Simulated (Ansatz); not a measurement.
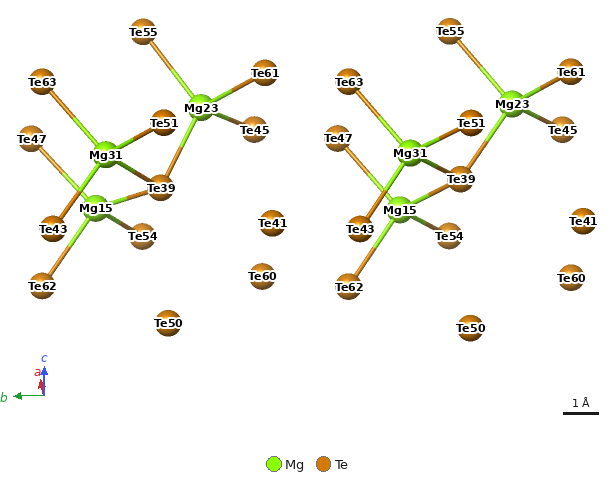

Two geometries of a defect cell of composition Mg₃₁Te₃₂ (cell charge −1), drawn at one scale. One is the start of a relaxation, the other its converged end. The picture is a ball-and-stick view of the atoms within 5.0 Å of the atom that moves most (axes of the cell of the calculation (origin shifted)), seen from a free direction.

Level of theory: DFT, PBEsol, PAW, plane waves in Ansatz. Set-up: plane-wave cutoff 420 eV; k-point mesh 1 × 1 × 1; mesh shifted by (0.25, 0.25, 0.25); collinear spin; atoms relaxed in a fixed cell; force threshold 0.03 eV/Å; at most 80 steps.

Which of the two is the end point?

The left one is the relaxed one. The atoms of the start lie slightly off their symmetric places, so part of the fall in energy undoes that. Over 3 geometry steps the energy falls by 0.368 eV per cell of the calculation. The largest force component goes from 0.46 to 0.013 eV/Å. The largest move is that of Te39, 0.33 Å along [−1 −1 −1]. Largest moves by element: Te 0.33 Å, Mg 0.17 Å. The lattice vectors keep their values. Among the contacts that change: Mg23–Te45 2.734 → 2.822 Å, Mg23–Te61 2.746 → 2.822 Å, Mg31–Te39 2.800 → 2.747 Å, Mg31–Te43 2.773 → 2.822 Å. Bond angles that change, for instance: Te39–Mg31–Te63 108.5° → 119.0°, Te39–Mg15–Te47 109.5° → 119.1°, Mg15–Te39–Mg23 110.5° → 102.4°. The run took 6.9 s on 1 × NVIDIA GB200 with 8 threads of Arm Neoverse-V2, peak memory 2.3 GiB.

Limits of the set-up: the cell is charged, on a uniform background, and energies carry no finite-size correction.
